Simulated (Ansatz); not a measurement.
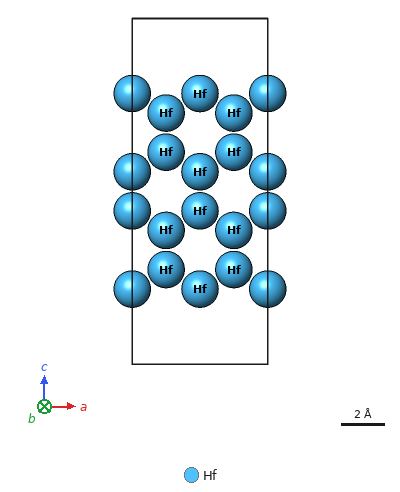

Fig. 1: The starting structure (spheres-only view of the 2 × 1 repeat of the cell, with the vacuum cut short, along the b axis).

# Geometry relaxation of Hf (part 1 of 2)

Hf (slab, 8 atoms in the cell), computed with DFT PBEsol, scalar-relativistic, plane waves, PAW, no spin polarisation (Ansatz 0.2.0).

It belongs to a series of runs on one base structure; here: (1 0 0) slab, atoms relaxed.

What the program printed
```
Engine: ansatz 0.2.0, aarch64-unknown-linux-gnu
Pseudopotentials: kind: paw
Pseudopotential: Hf, paw, valence charge 26, recommended cutoff 420 eV (normal), Hf.paw.azcp
Functional definition: PBEsol
  exchange = pbesol_x
  correlation = pbesol_c
Crystal: 8 atoms, lattice volume = 380.881 Å³
Basis set: ecut = 420 eV, 7443 PW (Γ), exchange–correlation on 48×72×324 points (8 copies of the dense FFT grid, shifted against one another)
Bands: 125, of which v1, the nominal top of the filled ones, is band 104 counted from 1 (103 counted from 0)
Symmetry: 4 space group operations
k-points: 24 of 77
Non-local potential: Hf, projectors of the file, l = 0: 3, l = 1: 2, l = 2: 2, l = 3: 3
PAW form: soft (Blöchl's): semilocal exchange-correlation on the pseudo side does not see the compensation charge
PAW frozen core: Hf, regenerated for the run's functional, and the local potential with it (the file was generated under x = pbe(κ = 0.804, μ = 0.2195149727645171), c = pbe(β = 0.06672455060314922))
PAW one-centre angular grid: Hf, 590 points (default); XC on 64 Gauss nodes
Initial density: superposition of atomic densities (neutral atoms: chi_scale 0, normalization atom), corrected by the library's trained network
Initial wavefunctions: pseudopotential atomic-orbital guess
Functional: x = pbesol(κ = 0.804, μ = 0.12345679012345678), c = pbesol(β = 0.046)
SCF iter   1: F=—  HF=-124780.213947 eV  |F-HF|=—  |Δ(HF+E_count)|=         —  Δρ=4.40e-3  dr2=1.05e0  ethr=1.77e-3  p=0.000 e·Å  D=3.62e-13 V/Å  ΔV_dip=-0.00 eV  dr2_dipole=1.24e-7  V_vac-E_F(+/−)=4.19/4.19 eV  ⟨swp⟩=5.2  Hψ=9517  notcnv=0  defer=14
efield: sawtooth ramp at fractional position 0.9800 (placed from the atoms, in the widest stretch of the axis that holds none; the zero of the levels goes with the place), width 0.0400; the density the first Hamiltonian is built on has a dipole p = 0.000 e·Å; the dipole correction subtracts the counter field D = 3.62e-13 V/Å, which shifts the + side's vacuum level by -0.00 eV against the − side's; the planar-averaged density in the ramp window peaks in size at 8.4e-5 e/Å³
preconditioner: auto → LDOS  [metal: Δε(μ)=0.005 eV  Ē_g=16.863 eV  σ=0.100 eV  W_gap=0.03  n_scr=94 (ndim 8)  ℏωp=26.4 eV  f_vac=0.495  D(μ)=11.44/eV (n_scr^D=64)  β→1.0]
SCF iter   2: F=—  HF=-124780.158158 eV  |F-HF|=—  |Δ(HF+E_count)|=   5.58e-2  Δρ=2.26e-3  dr2=7.00e-2  ethr=5.07e-4  p=-0.000 e·Å  D=-1.43e-5 V/Å  ΔV_dip=0.00 eV  dr2_dipole=6.08e-8  V_vac-E_F(+/−)=4.01/4.01 eV  ⟨swp⟩=2.0  Hψ=3814  notcnv=0  defer=269
SCF iter   3: F=—  HF=-124780.161766 eV  |F-HF|=—  |Δ(HF+E_count)|=   3.61e-3  Δρ=1.92e-3  dr2=3.05e-2  ethr=3.37e-5  p=-0.000 e·Å  D=-3.61e-6 V/Å  ΔV_dip=0.00 eV  dr2_dipole=4.17e-10  V_vac-E_F(+/−)=3.95/3.95 eV  ⟨swp⟩=2.4  Hψ=5294  notcnv=0  defer=269
SCF iter   4: F=—  HF=-124780.151531 eV  |F-HF|=—  |Δ(HF+E_count)|=   1.02e-2  Δρ=4.11e-4  dr2=2.33e-3  ethr=1.46e-5  p=-0.000 e·Å  D=-4.49e-6 V/Å  ΔV_dip=0.00 eV  dr2_dipole=4.84e-8  V_vac-E_F(+/−)=3.92/3.92 eV  ⟨swp⟩=2.0  Hψ=5155  notcnv=0  defer=269
SCF iter   5: F=—  HF=-124780.151677 eV  |F-HF|=—  |Δ(HF+E_count)|=   1.46e-4  Δρ=1.82e-4  dr2=2.62e-4  ethr=1.12e-6  p=-0.000 e·Å  D=-2.78e-6 V/Å  ΔV_dip=0.00 eV  dr2_dipole=3.76e-9  V_vac-E_F(+/−)=3.89/3.89 eV  ⟨swp⟩=2.0  Hψ=4778  notcnv=0  defer=252
SCF iter   6: F=—  HF=-124780.151754 eV  |F-HF|=—  |Δ(HF+E_count)|=   7.73e-5  Δρ=7.50e-5  dr2=7.05e-5  ethr=1.26e-7  p=-0.000 e·Å  D=-1.44e-6 V/Å  ΔV_dip=0.00 eV  dr2_dipole=3.59e-10  V_vac-E_F(+/−)=3.88/3.88 eV  ⟨swp⟩=2.0  Hψ=5074  notcnv=0  defer=252
iter 7 did not close the SCF: its close was put off until two iterations running show no level that it waits for move by more than its bar (scf_convergence_deferred on its scf_iter line)
SCF iter   7: F=-124780.151786 eV  HF=-124780.151782 eV  |F-HF|=3.63e-6  |Δ(HF+E_count)|=   2.77e-5  Δρ=2.30e-5  dr2=2.98e-6  ethr=4.81e-9  p=-0.000 e·Å  D=-4.49e-7 V/Å  ΔV_dip=0.00 eV  dr2_dipole=1.52e-10  V_vac-E_F(+/−)=3.87/3.87 eV  ⟨swp⟩=18.7  Hψ=33353  notcnv=0
SCF iter   8: F=-124780.151786 eV  HF=-124780.151786 eV  |F-HF|=3.57e-7  |Δ(HF+E_count)|=   3.88e-6  Δρ=1.08e-5  dr2=1.25e-6  ethr=1.43e-9  p=-0.000 e·Å  D=-1.52e-7 V/Å  ΔV_dip=0.00 eV  dr2_dipole=3.51e-11  V_vac-E_F(+/−)=3.86/3.86 eV  ⟨swp⟩=11.4  Hψ=28116  notcnv=0
SCF 1 converged in 8 iterations: F = -124780.151786 eV  dr2 = 1.25e-6
  greatest PAW one-centre occupation: 0.998 electrons in one spin orbital (limit 2), on the Hf atom at site 0 (counted from 0), in its partial waves of l = 3
relax step   1: F+E_penalty+E_count = -124780.15178557 eV  Δ(F+E_penalty+E_count) = +0.000e0 eV  max|allowed force component| = 4.123e-1 eV/Å  Δτ_max = 0.0000 Å  (8 SCF iters, dr2 threshold 1.00e-5 eV, accepted)
Initial density: handed on by an earlier stage of this run
Initial wavefunctions: those handed on with the density
iter 1 solved again at ethr=9.49e-4 eV; its pass at ethr=3.10e-3 eV (dr2=1.97e0 eV) is discarded
SCF iter   1: F=—  HF=-124780.289249 eV  |F-HF|=—  |Δ(HF+E_count)|=         —  Δρ=8.77e-3  dr2=1.83e0  ethr=9.49e-4  p=-0.000 e·Å  D=-1.52e-7 V/Å  ΔV_dip=0.00 eV  dr2_dipole=6.37e-10  V_vac-E_F(+/−)=3.96/3.96 eV  ⟨swp⟩=1.0  Hψ=8769  notcnv=0  defer=230
efield: sawtooth ramp at fractional position 0.9800 (handed on by an earlier solve), width 0.0400; the density the first Hamiltonian is built on has a dipole p = -0.000 e·Å; the dipole correction subtracts the counter field D = -1.52e-7 V/Å, which shifts the + side's vacuum level by +0.00 eV against the − side's; the planar-averaged density in the ramp window peaks in size at 1.0e-6 e/Å³
preconditioner: auto → LDOS  [metal: Δε(μ)=0.010 eV  Ē_g=16.913 eV  σ=0.100 eV  W_gap=0.06  n_scr=94 (ndim 8)  ℏωp=26.4 eV  f_vac=0.513  D(μ)=9.92/eV (n_scr^D=56)  β→1.0]
SCF iter   2: F=—  HF=-124780.196218 eV  |F-HF|=—  |Δ(HF+E_count)|=   9.30e-2  Δρ=4.38e-3  dr2=1.97e-1  ethr=8.81e-4  p=0.000 e·Å  D=2.33e-7 V/Å  ΔV_dip=-0.00 eV  dr2_dipole=4.05e-10  V_vac-E_F(+/−)=3.87/3.87 eV  ⟨swp⟩=2.8  Hψ=3416  notcnv=0  defer=230
SCF iter   3: F=—  HF=-124780.178201 eV  |F-HF|=—  |Δ(HF+E_count)|=   1.80e-2  Δρ=2.39e-3  dr2=4.31e-2  ethr=9.48e-5  p=0.000 e·Å  D=2.80e-7 V/Å  ΔV_dip=-0.00 eV  dr2_dipole=2.63e-10  V_vac-E_F(+/−)=4.00/4.00 eV  ⟨swp⟩=2.5  Hψ=5657  notcnv=0  defer=247
SCF iter   4: F=—  HF=-124780.167318 eV  |F-HF|=—  |Δ(HF+E_count)|=   1.09e-2  Δρ=6.76e-4  dr2=4.39e-3  ethr=2.07e-5  p=0.000 e·Å  D=2.35e-7 V/Å  ΔV_dip=-0.00 eV  dr2_dipole=9.23e-11  V_vac-E_F(+/−)=4.01/4.01 eV  ⟨swp⟩=2.2  Hψ=5627  notcnv=0  defer=257
SCF iter   5: F=—  HF=-124780.167936 eV  |F-HF|=—  |Δ(HF+E_count)|=   6.18e-4  Δρ=3.65e-4  dr2=6.76e-4  ethr=2.11e-6  p=0.000 e·Å  D=1.92e-7 V/Å  ΔV_dip=-0.00 eV  dr2_dipole=1.08e-10  V_vac-E_F(+/−)=4.05/4.05 eV  ⟨swp⟩=2.7  Hψ=5588  notcnv=0  defer=264
SCF iter   6: F=—  HF=-124780.167868 eV  |F-HF|=—  |Δ(HF+E_count)|=   6.74e-5  Δρ=1.42e-4  dr2=1.32e-4  ethr=3.25e-7  p=0.000 e·Å  D=1.40e-7 V/Å  ΔV_dip=-0.00 eV  dr2_dipole=9.96e-13  V_vac-E_F(+/−)=4.07/4.07 eV  ⟨swp⟩=2.9  Hψ=5481  notcnv=0  defer=265
SCF iter   7: F=—  HF=-124780.167942 eV  |F-HF|=—  |Δ(HF+E_count)|=   7.36e-5  Δρ=5.38e-5  dr2=2.25e-5  ethr=6.36e-8  p=0.000 e·Å  D=1.45e-7 V/Å  ΔV_dip=-0.00 eV  dr2_dipole=2.66e-11  V_vac-E_F(+/−)=4.09/4.09 eV  ⟨swp⟩=2.5  Hψ=4707  notcnv=0  defer=265
SCF iter   8: F=-124780.167957 eV  HF=-124780.167958 eV  |F-HF|=5.56e-7  |Δ(HF+E_count)|=   1.54e-5  Δρ=2.49e-5  dr2=2.65e-6  ethr=5.11e-9  p=0.000 e·Å  D=1.58e-7 V/Å  ΔV_dip=-0.00 eV  dr2_dipole=5.08e-11  V_vac-E_F(+/−)=4.09/4.09 eV  ⟨swp⟩=21.1  Hψ=37361  notcnv=0
SCF 2 converged in 8 iterations: F = -124780.167957 eV  dr2 = 2.65e-6
  greatest PAW one-centre occupation: 0.998 electrons in one spin orbital (limit 2), on the Hf atom at site 7 (counted from 0), in its partial waves of l = 3
relax step   2: F+E_penalty+E_count = -124780.16795695 eV  Δ(F+E_penalty+E_count) = -1.617e-2 eV  max|allowed force component| = 4.198e-1 eV/Å  Δτ_max = 0.1933 Å  (8 SCF iters, dr2 threshold 1.06e-5 eV, accepted)
SCF iter   1: F=—  HF=-124780.231868 eV  |F-HF|=—  |Δ(HF+E_count)|=         —  Δρ=4.07e-3  dr2=3.71e-1  ethr=1.94e-3  p=0.000 e·Å  D=1.58e-7 V/Å  ΔV_dip=-0.00 eV  dr2_dipole=9.92e-10  V_vac-E_F(+/−)=4.06/4.06 eV  ⟨swp⟩=3.8  Hψ=4585  notcnv=0  defer=247
efield: sawtooth ramp at fractional position 0.9800 (handed on by an earlier solve), width 0.0400; the density the first Hamiltonian is built on has a dipole p = 0.000 e·Å; the dipole correction subtracts the counter field D = 1.58e-7 V/Å, which shifts the + side's vacuum level by -0.00 eV against the − side's; the planar-averaged density in the ramp window peaks in size at 8.7e-7 e/Å³
preconditioner: auto → LDOS  [metal: Δε(μ)=0.020 eV  Ē_g=16.824 eV  σ=0.100 eV  W_gap=0.11  n_scr=94 (ndim 8)  ℏωp=26.4 eV  f_vac=0.503  D(μ)=10.86/eV (n_scr^D=64)  β→1.0]
SCF iter   2: F=—  HF=-124780.211247 eV  |F-HF|=—  |Δ(HF+E_count)|=   2.06e-2  Δρ=2.06e-3  dr2=4.45e-2  ethr=1.79e-4  p=-0.000 e·Å  D=-2.17e-7 V/Å  ΔV_dip=0.00 eV  dr2_dipole=8.17e-12  V_vac-E_F(+/−)=4.05/4.05 eV  ⟨swp⟩=2.0  Hψ=4066  notcnv=0  defer=261
SCF iter   3: F=—  HF=-124780.210232 eV  |F-HF|=—  |Δ(HF+E_count)|=   1.01e-3  Δρ=1.45e-3  dr2=1.47e-2  ethr=2.14e-5  p=-0.000 e·Å  D=-9.26e-8 V/Å  ΔV_dip=0.00 eV  dr2_dipole=6.57e-11  V_vac-E_F(+/−)=4.01/4.01 eV  ⟨swp⟩=2.2  Hψ=5481  notcnv=0  defer=261
SCF iter   4: F=—  HF=-124780.205670 eV  |F-HF|=—  |Δ(HF+E_count)|=   4.56e-3  Δρ=5.57e-4  dr2=3.01e-3  ethr=7.07e-6  p=-0.000 e·Å  D=-7.49e-8 V/Å  ΔV_dip=0.00 eV  dr2_dipole=4.04e-11  V_vac-E_F(+/−)=4.01/4.01 eV  ⟨swp⟩=2.0  Hψ=5239  notcnv=0  defer=261
SCF iter   5: F=—  HF=-124780.205604 eV  |F-HF|=—  |Δ(HF+E_count)|=   6.60e-5  Δρ=1.91e-4  dr2=1.78e-4  ethr=1.45e-6  p=-0.000 e·Å  D=-6.93e-8 V/Å  ΔV_dip=0.00 eV  dr2_dipole=1.00e-13  V_vac-E_F(+/−)=4.00/4.00 eV  ⟨swp⟩=2.0  Hψ=5166  notcnv=0  defer=257
SCF iter   6: F=—  HF=-124780.205550 eV  |F-HF|=—  |Δ(HF+E_count)|=   5.46e-5  Δρ=7.36e-5  dr2=3.16e-5  ethr=8.57e-8  p=-0.000 e·Å  D=-6.69e-8 V/Å  ΔV_dip=0.00 eV  dr2_dipole=2.80e-11  V_vac-E_F(+/−)=3.99/3.99 eV  ⟨swp⟩=2.2  Hψ=5292  notcnv=0  defer=257
SCF iter   7: F=-124780.205565 eV  HF=-124780.205565 eV  |F-HF|=2.59e-7  |Δ(HF+E_count)|=   1.55e-5  Δρ=2.67e-5  dr2=4.15e-6  ethr=5.30e-9  p=-0.000 e·Å  D=-1.03e-8 V/Å  ΔV_dip=0.00 eV  dr2_dipole=1.37e-14  V_vac-E_F(+/−)=3.99/3.99 eV  ⟨swp⟩=20.4  Hψ=36353  notcnv=0
SCF 3 converged in 7 iterations: F = -124780.205565 eV  dr2 = 4.15e-6
relax step   3: F+E_penalty+E_count = -124780.20556502 eV  Δ(F+E_penalty+E_count) = -3.761e-2 eV  max|allowed force component| = 3.782e-2 eV/Å  Δτ_max = 0.0929 Å  (7 SCF iters, dr2 threshold 1.10e-5 eV, accepted)
SCF iter   1: F=—  HF=-124780.205567 eV  |F-HF|=—  |Δ(HF+E_count)|=         —  Δρ=2.17e-4  dr2=6.79e-4  ethr=6.46e-6  p=-0.000 e·Å  D=-1.03e-8 V/Å  ΔV_dip=0.00 eV  dr2_dipole=5.57e-11  V_vac-E_F(+/−)=3.99/3.99 eV  ⟨swp⟩=2.0  Hψ=3974  notcnv=0  defer=3
efield: sawtooth ramp at fractional position 0.9800 (handed on by an earlier solve), width 0.0400; the density the first Hamiltonian is built on has a dipole p = -0.000 e·Å; the dipole correction subtracts the counter field D = -1.03e-8 V/Å, which shifts the + side's vacuum level by +0.00 eV against the − side's; the planar-averaged density in the ramp window peaks in size at 1.0e-6 e/Å³
preconditioner: auto → LDOS  [metal: Δε(μ)=0.024 eV  Ē_g=16.842 eV  σ=0.100 eV  W_gap=0.13  n_scr=94 (ndim 8)  ℏωp=26.4 eV  f_vac=0.504  D(μ)=10.34/eV (n_scr^D=60)  β→1.0]
SCF iter   2: F=—  HF=-124780.205500 eV  |F-HF|=—  |Δ(HF+E_count)|=   6.70e-5  Δρ=1.01e-4  dr2=4.74e-5  ethr=3.26e-7  p=-0.000 e·Å  D=-2.85e-8 V/Å  ΔV_dip=0.00 eV  dr2_dipole=2.06e-11  V_vac-E_F(+/−)=3.98/3.98 eV  ⟨swp⟩=2.0  Hψ=3808  notcnv=0  defer=3
SCF iter   3: F=—  HF=-124780.205846 eV  |F-HF|=—  |Δ(HF+E_count)|=   3.46e-4  Δρ=4.93e-5  dr2=1.61e-5  ethr=2.28e-8  p=0.000 e·Å  D=2.97e-8 V/Å  ΔV_dip=-0.00 eV  dr2_dipole=1.36e-11  V_vac-E_F(+/−)=3.98/3.98 eV  ⟨swp⟩=2.2  Hψ=5120  notcnv=0  defer=3
SCF iter   4: F=—  HF=-124780.205841 eV  |F-HF|=—  |Δ(HF+E_count)|=   4.94e-6  Δρ=1.91e-5  dr2=4.57e-6  ethr=7.76e-9  p=0.000 e·Å  D=2.81e-8 V/Å  ΔV_dip=-0.00 eV  dr2_dipole=5.44e-13  V_vac-E_F(+/−)=3.98/3.98 eV  ⟨swp⟩=2.0  Hψ=5100  notcnv=0  defer=3
SCF iter   5: F=—  HF=-124780.205841 eV  |F-HF|=—  |Δ(HF+E_count)|=   2.22e-7  Δρ=7.30e-6  dr2=5.16e-7  ethr=2.20e-9  p=0.000 e·Å  D=2.19e-8 V/Å  ΔV_dip=-0.00 eV  dr2_dipole=8.04e-14  V_vac-E_F(+/−)=3.98/3.98 eV  ⟨swp⟩=2.0  Hψ=4387  notcnv=0  defer=3
SCF iter   6: F=-124780.205841 eV  HF=-124780.205841 eV  |F-HF|=7.39e-8  |Δ(HF+E_count)|=   4.40e-8  Δρ=3.17e-6  dr2=6.61e-8  ethr=4.81e-11  p=0.000 e·Å  D=2.82e-8 V/Å  ΔV_dip=-0.00 eV  dr2_dipole=2.57e-12  V_vac-E_F(+/−)=3.98/3.98 eV  ⟨swp⟩=16.0  Hψ=26375  notcnv=0
SCF 4 converged in 6 iterations: F = -124780.205841 eV  dr2 = 6.61e-8
relax step   4: F+E_penalty+E_count = -124780.20584073 eV  Δ(F+E_penalty+E_count) = -2.757e-4 eV  max|allowed force component| = 8.418e-3 eV/Å  Δτ_max = 0.0041 Å  (6 SCF iters, accepted)
```

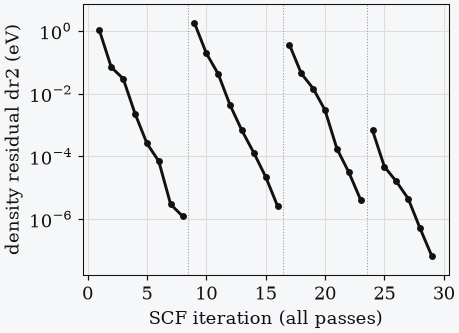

Fig. 2: Convergence of the self-consistent field: density residual dr2 against the SCF iteration. The dotted lines part the SCF passes of the relaxation: geometry steps, rejected trials and re-solves on a re-selected basis. The passes take 8, 8, 7 and 6 iterations.

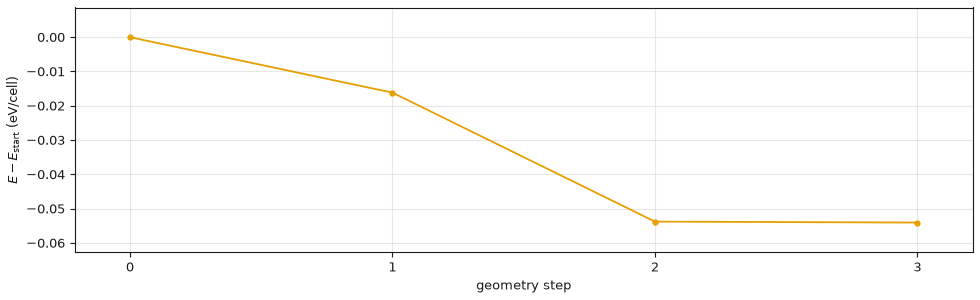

Fig. 3: Progress of the relaxation, step by step (the first geometry is step 0 here and step 1 in the log).

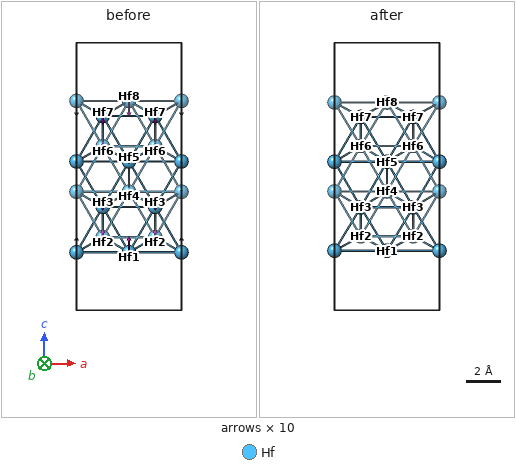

Fig. 4: Before (left) and after (right) the relaxation, at one scale (ball-and-stick view of the 2 × 1 repeat of the cell, with the vacuum cut short, along the b axis). The pink arrows give the displacements, magnified 10 times. The energy falls by 54.1 meV per cell of the calculation in 3 geometry steps. Largest force component: 0.41 eV/Å at the start, 0.0084 eV/Å at the end. The largest moves, 0.098 Å, are those of Hf1 and Hf8. The cell stays as it was. Distances before and after: Hf1–Hf3 3.160 → 3.056 Å, Hf2–Hf3 3.093 → 3.048 Å, Hf2–Hf4 3.160 → 3.129 Å, Hf4–Hf5 3.093 → 3.073 Å. (Atoms are counted from 1 in the order of the input.)

```
WARN: The output density's exchange-correlation potential varies sharply where the density is thin. Do not read a vacuum level from v_tot or v_xc, or from such a field of the output density. On a cell that repeats whose density bears no net charge and no dipole along the vacuum's axis use v_es (v_loc + v_h of the components); under efield.dipole_correction with no amplitude use v_es + v_field, which holds any external_charges[].barrier, or the levels of the report's work_function block, which leave it out; under a non-zero efield.amplitude the vacuum is tilted and has no level; on a cell that repeats and bears such a dipole with no correction it is tilted too, and efield.dipole_correction with no amplitude gives each side of its ramp a level where efield: is served; in a cell that repeats whose density bears a net charge (total_charge, or a fill off its count) it is curved and has none; of a slab under crystal.periodic whose density bears no net charge use v_es, which has a level on each side, short of where the two are joined; of another it falls or rises all the way out and has none; of a slab beside external_charges read slab_vacuum_level instead, which it has where they leave it neutral. The grid or the basis barely resolves most such structure, and the values can differ between equally converged runs; as a rule a tighter scf.convergence.dr2_threshold does not remove it. Where the density itself ripples (under the LDA too) a higher basis.ecutwfc lessens it. The files hold the spikes' plane waves up to the density's cutoff. Files: v_tot_of_output_density and the like, and their columns of v_z.tsv (output.write_potential); v_xc_of_output_density and the like, and their columns of v_comp_z.tsv (output.write_potential_components). Measured: with its Gaussian average of σ = 0.25 Å subtracted twice, the exchange-correlation potential is over 0.1 eV at 1980 of the grid points where the equally averaged density (valence and model cores) is under 1e-3 e/Å³, and 0.935 eV at the most among them, at an averaged density of 1.2e-7 e/Å³. The input density's (outcome.potential() and, of a run that writes arrays, v_tot and v_xc) is over 0.1 eV, so measured, at 306 points of its own thin density, 0.149 eV at the most. See output.write_potential in the manual, Limitations
SCF converged after 6 iterations
Free energy (F): -124780.205841 eV
Harris-Foulkes:  -124780.205841 eV  (|F-HF|=7.39e-8)
Internal energy: -124780.154022 eV  (E = F + TS)
E sigma→0 (E₀):  -124780.179931 eV
Entropy (-TS):   -0.051819 eV (-6.477 meV/atom)
Fermi energy:    7.236785 eV
Dipole field:    D = -0.000002 V/Å  (p = -0.000003 e·Å, saw-weighted, corrected)
Work function:   Φ+ = 3.9812 eV   Φ− = 3.9812 eV
Levels:          The Fermi level and band energies are counted from a zero that moves with the ramp; work functions are not
--- Per-component energies (eV) ---
  E_band       = -2339.045689
  E_kinetic    = 3401.234854
  E_local      = -352829.208958  (includes V_loc(G=0)·N_el)
  E_nonlocal   = -9909.032694
  E_hartree    = 173888.523948
  E_xc         = -2380.868126
  E_vxc        = -2125.992164  (∫ρ·V_xc dr)
  E_paw        = -54460.211552  (= ΣΔE_a)
  E_vpaw       = 11346.912796  (= ΣTr[D̂ρ^β])
  E_aug_tail   = -0.000010  (compensation charges beyond the density's cutoff)
  E_efield     = 0.000000  (sawtooth field / dipole correction)
  E_vefield    = 0.000000  (∫n·V_field dr)
  E_ewald      = 117499.399784
  E_core_change = 10.008733  (= ΣΔE_core)
  E_smearing   = -0.051819  (= −TS)
  E_closure    = -0.000000  (closes the sum)
  Σ components = -124780.205841   (vs F -124780.205841, Δ=0.00e0)
```
